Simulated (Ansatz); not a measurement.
# Random zinc-blende (Al, Ga, In)P solid solution (64 atoms) under strain

How stiff is random zinc-blende (Al, Ga, In)P solid solution (64 atoms), and how do its levels respond to strain?

Calculated with Ansatz 0.2.0; Kohn-Sham DFT, LDA, PAW (set soft_1), plane waves.

## 1. The structure

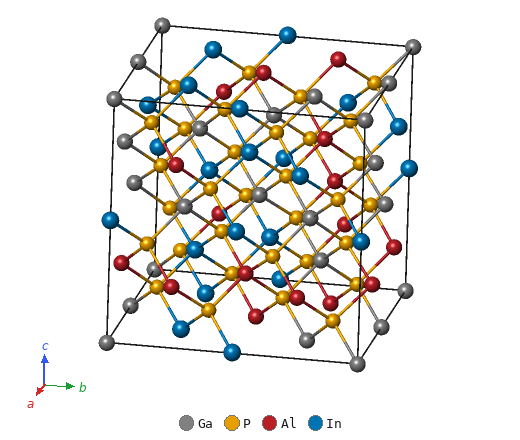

The starting structure, seen slightly off an axis (gallium grey, phosphorus orange, aluminium red, indium blue). Bonds to atoms that aren't drawn are left out. Some periodic images of atoms are drawn too.

The cell holds 64 atoms: 11 Ga, 32 P, 10 Al and 11 In. Cell: a = 11.188 Å, b = 11.188 Å, c = 11.188 Å, α = 90.0°, β = 90.0°, γ = 90.0°. It derives from AlP and InP and GaP. Zinc-blende lattice (a = 5.594 Å, the mean of the end members), 2 x 2 x 2 cells, metal sites filled at random with 10 Al, 11 Ga, 11 In; not relaxed, displaced by a Gaussian of 0.02 Å.

Limits known from the start: Only the Γ point is sampled.

## 2. Single point at the start

The forces at the start show how far the geometry lies from a minimum of this functional.

Input file input.yaml:

```yaml
crystal:
  lattice:
    - [11.188, 0.0, 0.0]
    - [0.0, 11.188, 0.0]
    - [0.0, 0.0, 11.188]
  atoms:
    - { symbol: Ga, position: [0.00271, 0.00086, 0.9994] }
    - { symbol: P, position: [0.12501, 0.12354, 0.12564] }
    - { symbol: Al, position: [0.99886, 0.25007, 0.24919] }
    - { symbol: P, position: [0.12137, 0.37689, 0.37251] }
    - { symbol: Al, position: [0.2502, 0.99504, 0.25237] }
    - { symbol: P, position: [0.37517, 0.1218, 0.37361] }
    - { symbol: In, position: [0.25175, 0.25129, 0.99809] }
    - { symbol: P, position: [0.37167, 0.37623, 0.12645] }
    - { symbol: In, position: [0.9974, 0.99904, 0.50005] }
    - { symbol: P, position: [0.12546, 0.1261, 0.62423] }
    - { symbol: Al, position: [0.9984, 0.2534, 0.74928] }
    - { symbol: P, position: [0.1262, 0.37515, 0.87525] }
    - { symbol: In, position: [0.25115, 0.99853, 0.74762] }
    - { symbol: P, position: [0.37592, 0.12693, 0.87031] }
    - { symbol: In, position: [0.24867, 0.25101, 0.5025] }
    - { symbol: P, position: [0.37448, 0.37267, 0.62643] }
    - { symbol: In, position: [0.99922, 0.49992, 0.00253] }
    - { symbol: P, position: [0.12561, 0.62804, 0.12469] }
    - { symbol: Al, position: [0.99657, 0.75076, 0.24821] }
    - { symbol: P, position: [0.12387, 0.87412, 0.37669] }
    - { symbol: In, position: [0.25099, 0.50022, 0.25005] }
    - { symbol: P, position: [0.37447, 0.62517, 0.37819] }
    - { symbol: Al, position: [0.25215, 0.74988, 0.00155] }
    - { symbol: P, position: [0.37366, 0.87429, 0.12708] }
    - { symbol: In, position: [0.99797, 0.50058, 0.49805] }
    - { symbol: P, position: [0.12419, 0.62494, 0.62731] }
    - { symbol: In, position: [0.99891, 0.74821, 0.74808] }
    - { symbol: P, position: [0.12398, 0.87409, 0.87752] }
    - { symbol: Ga, position: [0.24834, 0.50045, 0.74992] }
    - { symbol: P, position: [0.37251, 0.62752, 0.87407] }
    - { symbol: Al, position: [0.24725, 0.75104, 0.50112] }
    - { symbol: P, position: [0.37434, 0.87212, 0.62297] }
    - { symbol: Ga, position: [0.50245, 0.0003, 0.00086] }
    - { symbol: P, position: [0.62438, 0.12509, 0.12476] }
    - { symbol: In, position: [0.49858, 0.24869, 0.2514] }
    - { symbol: P, position: [0.6224, 0.37539, 0.37517] }
    - { symbol: Al, position: [0.74896, 0.00295, 0.25045] }
    - { symbol: P, position: [0.87297, 0.1254, 0.37725] }
    - { symbol: In, position: [0.75023, 0.24843, 0.00152] }
    - { symbol: P, position: [0.87149, 0.37845, 0.12681] }
    - { symbol: Ga, position: [0.50134, 0.99994, 0.50466] }
    - { symbol: P, position: [0.62655, 0.12581, 0.62477] }
    - { symbol: Ga, position: [0.49704, 0.25305, 0.74824] }
    - { symbol: P, position: [0.62574, 0.37376, 0.87659] }
    - { symbol: Ga, position: [0.75191, 0.00202, 0.74959] }
    - { symbol: P, position: [0.87344, 0.1283, 0.87501] }
    - { symbol: Ga, position: [0.75092, 0.24777, 0.50411] }
    - { symbol: P, position: [0.87669, 0.3714, 0.62598] }
    - { symbol: Al, position: [0.50056, 0.49951, 0.99979] }
    - { symbol: P, position: [0.62332, 0.62704, 0.12443] }
    - { symbol: Ga, position: [0.49748, 0.75029, 0.25162] }
    - { symbol: P, position: [0.62578, 0.87301, 0.37221] }
    - { symbol: Al, position: [0.75001, 0.49816, 0.25156] }
    - { symbol: P, position: [0.87678, 0.62703, 0.37126] }
    - { symbol: Ga, position: [0.75005, 0.75049, 0.99928] }
    - { symbol: P, position: [0.87498, 0.8741, 0.1276] }
    - { symbol: Ga, position: [0.50181, 0.49886, 0.49921] }
    - { symbol: P, position: [0.62715, 0.62625, 0.62536] }
    - { symbol: Al, position: [0.49918, 0.75066, 0.75005] }
    - { symbol: P, position: [0.62514, 0.87527, 0.87269] }
    - { symbol: In, position: [0.75081, 0.4988, 0.74897] }
    - { symbol: P, position: [0.87384, 0.62615, 0.87838] }
    - { symbol: Ga, position: [0.75105, 0.74874, 0.50065] }
    - { symbol: P, position: [0.87349, 0.87875, 0.62496] }
kpoints:
  mp_grid: { grid: [1, 1, 1] }
hamiltonian:
  xc: lda
  pseudopotentials: { kind: paw, azcp: { folder: soft_1 }, xc_functional: pbe }
scf:
  occupations: { method: fermi_dirac, width: 0.05 }
output:
  forces: true
```

On the command line:

```console
> ansatz run input.yaml --threads 4 --pin off --max-ram 8192MiB --backend cpu --events-out ev --progress --plain --runs-dir out
```

Numbers of over 12 decimals in the logs are rounded to 6 here.

What it wrote:

```text
[...]
Pseudopotentials: kind: paw
Pseudopotential: Ga, paw, valence charge 13, recommended cutoff 420 eV (normal), soft_1/Ga.paw.azcp
Pseudopotential: P, paw, valence charge 5, recommended cutoff 420 eV (normal), soft_1/P.paw.azcp
Pseudopotential: Al, paw, valence charge 3, recommended cutoff 420 eV (normal), soft_1/Al.paw.azcp
Pseudopotential: In, paw, valence charge 13, recommended cutoff 420 eV (normal), soft_1/In.paw.azcp
[... 3 lines on functional and potentials left out ...]
Crystal: 64 atoms, lattice volume = 1400.417 Å³
Basis set: ecut = 420 eV, 27369 PW (Γ)
Bands: 302, of which v1, the nominal top of the filled ones, is band 238 counted from 1 (237 counted from 0)
Symmetry: 1 space group operations
Space group: P1 (ITA 1), of the structure as read, at distance tolerance 1.1e-4 Å
k-points: 1
[... 13 lines on functional and potentials left out ...]
Initial density: superposition of atomic densities (chi_scale 0.1, normalization cell, long waves kept (reshape's long-wave potential 0.07 eV rms))
Initial wavefunctions: pseudopotential atomic-orbital guess
[...]
SCF iter   1: F=—  HF=-129192.542575 eV  |F-HF|=—  |Δ(HF+E_count)|=         —  Δρ=4.20e-2  dr2=2.90e1  ethr=3.10e-3  ⟨swp⟩=8.0  Hψ=1488  notcnv=0  defer=29
preconditioner: auto → Resta (q_TF=auto, 2.279 Å⁻¹)  ε∞=3.9  [insulator: Δε(μ)=1.705 eV  Ē_g=12.705 eV  σ=0.050 eV  W_gap=1.00  n_scr=256 (ndim 8)  ℏωp=21.6 eV  f_vac=0.000  D(μ)=0.00/eV (n_scr^D=0)  ε∞_Penn≈3.9]
SCF iter   2: F=—  HF=-129184.921639 eV  |F-HF|=—  |Δ(HF+E_count)|=    7.62e0  Δρ=2.25e-2  dr2=6.76e0  ethr=3.10e-3  ⟨swp⟩=2.0  Hψ=461  notcnv=0  defer=47
SCF iter   3: F=—  HF=-129183.181517 eV  |F-HF|=—  |Δ(HF+E_count)|=    1.74e0  Δρ=4.51e-3  dr2=3.33e-1  ethr=1.42e-3  ⟨swp⟩=4.0  Hψ=516  notcnv=0  defer=47
SCF iter   4: F=—  HF=-129183.077500 eV  |F-HF|=—  |Δ(HF+E_count)|=   1.04e-1  Δρ=2.28e-3  dr2=7.14e-2  ethr=7.00e-5  ⟨swp⟩=3.0  Hψ=519  notcnv=0  defer=47
SCF iter   5: F=—  HF=-129183.034788 eV  |F-HF|=—  |Δ(HF+E_count)|=   4.27e-2  Δρ=7.66e-4  dr2=7.95e-3  ethr=1.50e-5  ⟨swp⟩=2.0  Hψ=510  notcnv=0  defer=21
automatic band count: iteration 5 solves 276 bands in place of 302: the levels show a gap, and the empty bands left out lie too high to hold charge; the band table lists the bands solved (type scf.n_extra_bands for more)
SCF iter   6: F=—  HF=-129183.037840 eV  |F-HF|=—  |Δ(HF+E_count)|=   3.05e-3  Δρ=2.39e-4  dr2=7.76e-4  ethr=1.67e-6  ⟨swp⟩=3.0  Hψ=559  notcnv=0  defer=21
SCF iter   7: F=—  HF=-129183.037884 eV  |F-HF|=—  |Δ(HF+E_count)|=   4.46e-5  Δρ=3.49e-5  dr2=2.60e-5  ethr=1.63e-7  ⟨swp⟩=2.0  Hψ=438  notcnv=0  defer=21
SCF iter   8: F=—  HF=-129183.037146 eV  |F-HF|=—  |Δ(HF+E_count)|=   7.38e-4  Δρ=1.45e-5  dr2=4.49e-6  ethr=5.47e-9  ⟨swp⟩=3.0  Hψ=542  notcnv=0  defer=21
SCF iter   9: F=—  HF=-129183.037147 eV  |F-HF|=—  |Δ(HF+E_count)|=   7.78e-7  Δρ=6.05e-6  dr2=4.42e-7  ethr=9.44e-10  ⟨swp⟩=2.0  Hψ=493  notcnv=0  defer=21
SCF iter  10: F=—  HF=-129183.037147 eV  |F-HF|=—  |Δ(HF+E_count)|=   3.79e-8  Δρ=3.69e-6  dr2=2.15e-7  ethr=2.10e-11  ⟨swp⟩=6.0  Hψ=1239  notcnv=0
SCF iter  11: F=-129183.037147 eV  HF=-129183.037147 eV  |F-HF|=5.41e-9  |Δ(HF+E_count)|=   1.21e-7  Δρ=7.57e-7  dr2=1.05e-8  ethr=2.10e-11  ⟨swp⟩=3.0  Hψ=1023  notcnv=0
SCF 1 converged in 11 iterations: F = -129183.037147 eV  dr2 = 1.05e-8
[...]
SCF converged after 11 iterations
Free energy (F): -129183.037147 eV
Harris-Foulkes:  -129183.037147 eV  (|F-HF|=5.41e-9)
Internal energy: -129183.037139 eV  (E = F + TS)
E sigma→0 (E₀):  -129183.037143 eV
Entropy (-TS):   -0.000008 eV (-0.000 meV/atom)
Fermi energy:    7.071647 eV
--- Per-component energies (eV) ---
[...]
Σ components = -129183.037147   (vs F -129183.037147, Δ=0.00e0)
--- Forces (eV/Å), atoms counted from 1 ---
  atom   1  Ga    -0.30953709    -0.11878939     0.09043790
  atom   2  P     -0.58158960    -0.59131223     0.72607387
  atom   3  Al    -0.13793766    -0.01399342     0.05905346
  atom   4  P     -0.35568600    -1.17434998    -0.60693046
[...]
atom  64  P     -1.63923190    -0.58906688     0.26019409
  max |Σ_I F_I| component: 6.09e-5 eV/Å
```

Wall time 9.7 s (4 threads of Intel Xeon Platinum 8375C at 2.90GHz (Ice Lake), shared host); peak memory 1.5 GiB; 34 s of CPU time.

Reading the cycles: dr2 is the Hartree energy of the density residual (eV), the measure of convergence; HF is the Harris–Foulkes estimate of the energy, which meets the free energy F at convergence.

The r.m.s. force at the start is 0.59 eV/Å.

## 3. Cell and atoms relaxed

Cell and atoms are freed together, to release stress as well as forces.

Input file input.yaml:

```yaml
crystal:
  lattice:
    - [11.188, 0.0, 0.0]
    - [0.0, 11.188, 0.0]
    - [0.0, 0.0, 11.188]
  atoms:
    [... the 64 atom lines of step 2 ...]
kpoints:
  mp_grid: { grid: [1, 1, 1] }
hamiltonian:
  xc: lda
  pseudopotentials: { kind: paw, azcp: { folder: soft_1 }, xc_functional: pbe }
scf:
  occupations: { method: fermi_dirac, width: 0.05 }
output:
  forces: true
relax:
  f_tol: 0.05
  max_steps: 150
  cell: {}
```

What it wrote:

```text
[...]
Crystal: 64 atoms, lattice volume = 1400.417 Å³
Basis set: ecut = 420 eV, 27369 PW (Γ)
Bands: 302, of which v1, the nominal top of the filled ones, is band 238 counted from 1 (237 counted from 0)
Symmetry: 1 space group operations
[...]
k-points: 1
[...]
SCF iter   1: F=—  HF=-129192.542575 eV  |F-HF|=—  |Δ(HF+E_count)|=         —  Δρ=4.20e-2  dr2=2.90e1  ethr=3.10e-3  ⟨swp⟩=8.0  Hψ=1488  notcnv=0  defer=29
[...]
SCF iter  10: F=—  HF=-129183.037147 eV  |F-HF|=—  |Δ(HF+E_count)|=   1.18e-7  Δρ=3.97e-6  dr2=2.05e-7  ethr=2.10e-11  ⟨swp⟩=6.0  Hψ=1261  notcnv=0
SCF iter  11: F=-129183.037147 eV  HF=-129183.037147 eV  |F-HF|=8.15e-10  |Δ(HF+E_count)|=   1.45e-7  Δρ=6.31e-7  dr2=8.65e-9  ethr=2.10e-11  ⟨swp⟩=5.0  Hψ=1042  notcnv=0
SCF 1 converged in 11 iterations: F = -129183.037147 eV  dr2 = 8.65e-9
[...]
relax step   1: F+E_penalty+E_count = -129183.03714691 eV  Δ(F+E_penalty+E_count) = +0.000e0 eV  max|allowed force component| = 1.774e0 eV/Å  Δτ_max = 0.0000 Å  P = -0.533 GPa  Ω = 1400.417 Å³  (11 SCF iters, dr2 threshold 1.00e-7 eV, accepted)
[...]
relax step   2: F+E_penalty+E_count = -129186.05025719 eV  Δ(F+E_penalty+E_count) = -3.013e0 eV  max|allowed force component| = 2.827e-1 eV/Å  Δτ_max = 0.1904 Å  P = -0.921 GPa  Ω = 1390.075 Å³  energy of the carried Pulay correction = +1.123e-3 eV  (7 SCF iters, dr2 threshold 6.40e-6 eV, accepted)
[...]
relax step   3: F+E_penalty+E_count = -129186.17189676 eV  Δ(F+E_penalty+E_count) = -1.216e-1 eV  max|allowed force component| = 5.004e-2 eV/Å  Δτ_max = 0.0334 Å  P = +0.025 GPa  Ω = 1373.949 Å³  energy of the carried Pulay correction = +2.890e-3 eV  (6 SCF iters, dr2 threshold 4.99e-6 eV, accepted)
[...]
relax step   4: F+E_penalty+E_count = -129186.17449065 eV  Δ(F+E_penalty+E_count) = -2.594e-3 eV  max|allowed force component| = 1.073e-2 eV/Å  Δτ_max = 0.0074 Å  P = -0.002 GPa  Ω = 1374.261 Å³  energy of the carried Pulay correction = +2.855e-3 eV  (6 SCF iters, dr2 threshold 1.57e-7 eV, accepted)
[...]
relax step   5: F+E_penalty+E_count = -129186.17215500 eV  Δ(F+E_penalty+E_count) = +2.336e-3 eV  max|allowed force component| = 1.073e-2 eV/Å  Δτ_max = 0.0000 Å  P = -0.005 GPa  Ω = 1374.261 Å³  stress off target by 6.97e-3 GPa  SCF on the basis re-selected at this cell (its energy is not comparable with the rows above)  (5 SCF iters)
basis re-selected at this cell: Δ(F+E_penalty+E_count) = +2.336e-3 eV, ΔP = -0.002 GPa vs the last step (what re-selecting the basis moved, of the pressure what is left beyond the Pulay correction that the steps carried, after the strain that the cell walked since its last selection, [...]
SCF converged after 5 iterations
Free energy (F): -129186.172155 eV
[...]
Internal energy: -129186.172147 eV  (E = F + TS)
E sigma→0 (E₀):  -129186.172151 eV
Entropy (-TS):   -0.000008 eV (-0.000 meV/atom)
Fermi energy:    7.258870 eV
[...]
Σ components = -129186.172155   (vs F -129186.172155, Δ=0.00e0)
--- Forces (eV/Å), atoms counted from 1 ---
  atom   1  Ga    -0.00342987     0.00018984    -0.00421641
  atom   2  P      0.00014375    -0.00473406    -0.00156466
  atom   3  Al    -0.00004630     0.00181986     0.00229482
  atom   4  P     -0.00135686     0.00001358    -0.00118886
[...]
atom  64  P     -0.00246723     0.00075596    -0.00223722
  max |Σ_I F_I| component: 6.80e-5 eV/Å
--- Stress (GPa, compression-positive) ---
       -0.004384       0.000547      -0.000316
        0.000547      -0.004740       0.002204
       -0.000316       0.002204      -0.004491
  P = ⅓ Tr σ = -0.0045 GPa (-0.045 kbar)
--- Relaxed structure (4 steps of the walk, 4 accepted, 1 SCFs on fresh bases) ---
  F+E_penalty+E_count = -129186.17215500 eV   max|allowed force component| = 1.073e-2 eV/Å   (the final SCF, on the basis selected at the relaxed cell)
  cell:  # Å, volume = 1374.2609 Å³
    - [11.128290, 0.000842108, 0.00268766]
    - [0.000842108, 11.117337, 0.00214483]
    - [0.00268766, 0.00214483, 11.108106]
  atoms:
    - { symbol: Ga, position: [-0.00281167, -0.0028294, 1.004298] }
    - { symbol: P, position: [0.117383, 0.117196, 0.132187] }
    - { symbol: Al, position: [0.994161, 0.245931, 0.249647] }
    - { symbol: P, position: [0.119846, 0.367307, 0.365309] }
[...]
- { symbol: P, position: [0.858833, 0.874137, 0.623316] }
```

Run time: 40 s. Hardware: 4 threads; peak memory 1.5 GiB.

The relaxation converged after 4 steps, with a largest force component of 0.011 eV/Å.

## 4. Single point at the relaxed geometry

The electronic structure is read at the final geometry, in a run of its own.

Input file input.yaml:

```yaml
crystal:
  lattice:
    - [11.12829, 0.00084, 0.00269]
    - [0.00084, 11.11734, 0.00214]
    - [0.00269, 0.00214, 11.10811]
  atoms:
    - { symbol: Ga, position: [0.99719, 0.99717, 0.0043] }
    - { symbol: P, position: [0.11738, 0.1172, 0.13219] }
    - { symbol: Al, position: [0.99416, 0.24593, 0.24965] }
    - { symbol: P, position: [0.11985, 0.36731, 0.36531] }
    - { symbol: Al, position: [0.24989, 0.99347, 0.24873] }
    - { symbol: P, position: [0.3751, 0.10939, 0.37613] }
    [... 52 atom lines left out ...]
    - { symbol: Al, position: [0.50023, 0.75095, 0.74992] }
    - { symbol: P, position: [0.62437, 0.87383, 0.87475] }
    - { symbol: In, position: [0.74386, 0.50021, 0.74803] }
    - { symbol: P, position: [0.86387, 0.63193, 0.88284] }
    - { symbol: Ga, position: [0.74279, 0.75325, 0.49608] }
    - { symbol: P, position: [0.85883, 0.87414, 0.62332] }
kpoints:
  mp_grid: { grid: [1, 1, 1] }
hamiltonian:
  xc: lda
  pseudopotentials: { kind: paw, azcp: { folder: soft_1 }, xc_functional: pbe }
scf:
  occupations: { method: fermi_dirac, width: 0.05 }
output:
  forces: true
  stress: true
  populations: intrinsic
  dos:
    method: { smearing: { sigma: 0.08 } }
    de: 0.1
    projected: { site_lists: { Al: [Al], Ga: [Ga], In: [In], P: [P] } }
  eigenvalues: true
  write_density: true
  write_potential: true
  volumetric_format: npy
```

What it wrote:

```text
[...]
Crystal: 64 atoms, lattice volume = 1374.262 Å³
Basis set: ecut = 420 eV, 26929 PW (Γ)
Bands: 302, of which v1, the nominal top of the filled ones, is band 238 counted from 1 (237 counted from 0)
Symmetry: 1 space group operations
[...]
k-points: 1
[...]
SCF iter   1: F=—  HF=-129195.988283 eV  |F-HF|=—  |Δ(HF+E_count)|=         —  Δρ=4.27e-2  dr2=2.95e1  ethr=3.10e-3  ⟨swp⟩=8.0  Hψ=1476  notcnv=0  defer=15
[...]
SCF iter  11: F=-129186.172154 eV  HF=-129186.172154 eV  |F-HF|=5.95e-9  |Δ(HF+E_count)|=   1.42e-7  Δρ=6.23e-7  dr2=1.22e-8  ethr=2.10e-11  ⟨swp⟩=10.0  Hψ=2397  notcnv=0
SCF 1 converged in 11 iterations: F = -129186.172154 eV  dr2 = 1.22e-8
[...]
SCF converged after 11 iterations
Free energy (F): -129186.172154 eV
[...]
Internal energy: -129186.172146 eV  (E = F + TS)
E sigma→0 (E₀):  -129186.172150 eV
Entropy (-TS):   -0.000008 eV (-0.000 meV/atom)
Fermi energy:    7.258852 eV
[...]
--- Forces (eV/Å), atoms counted from 1 ---
  atom   1  Ga    -0.00364576     0.00060959    -0.00424448
  atom   2  P      0.00048042    -0.00508076    -0.00177899
  atom   3  Al    -0.00002693     0.00251684     0.00234966
  atom   4  P     -0.00137284    -0.00034129    -0.00153883
  atom   5  Al    -0.00297714    -0.00002627     0.00035554
  atom   6  P      0.00373802    -0.00010723    -0.00036572
  atom   7  In    -0.00689861     0.00106677     0.00101635
  atom   8  P      0.00347542     0.00023360     0.00246726
  atom   9  In     0.00154331     0.00411671    -0.00212584
  atom  10  P      0.00068930     0.00060996    -0.00272676
  atom  11  Al     0.00585002    -0.00077443     0.00482991
  atom  12  P     -0.00058524     0.00067686    -0.00135581
  atom  13  In    -0.00353061    -0.00073205    -0.00092741
  atom  14  P     -0.00243462     0.00246615     0.00478776
[...]
atom  63  Ga     0.00361705    -0.00242385     0.00226816
  atom  64  P     -0.00203402     0.00038683    -0.00288629
  max |Σ_I F_I| component: 6.77e-5 eV/Å
--- Stress (GPa, compression-positive) ---
       -0.004414       0.000755      -0.000221
        0.000755      -0.004807       0.002333
       -0.000221       0.002333      -0.004549
  P = ⅓ Tr σ = -0.0046 GPa (-0.046 kbar)
--- Band table (eV) ---
[...]
--- intrinsic populations: 64 sites ---
  site symbol       q [e]
     0     Ga     12.9325
     1      P      5.2756
     2     Al      2.6041
[...]
63      P      5.1578
  spilling = 0.000000 (of n_electrons = 476.000000)
```

The job ended after 17 s (4 threads; peak memory 1.5 GiB).

Read from the output:

- free energy: -129186.1722 eV
- free energy per atom: -2018.5339 eV/atom
- SCF cycles: 11
- pressure: -0.00459 GPa
- r.m.s. force component: 0.00303 eV/Å
- longest force: 0.01181 eV/Å
- Fermi energy: 7.259 eV
- gap (highest filled to lowest empty level): 1.362 eV

[end of part 1 of 3]

[Logs are printed without paths, hosts, clocks, repeated set-up lines and the standing remarks that a program may print on its own settings, such as how far it seeks lower states.]

[Hosts, paths, dates, database ids (printed as entryN), source tags and the programs' standing remarks are cut or masked in the printed files.]
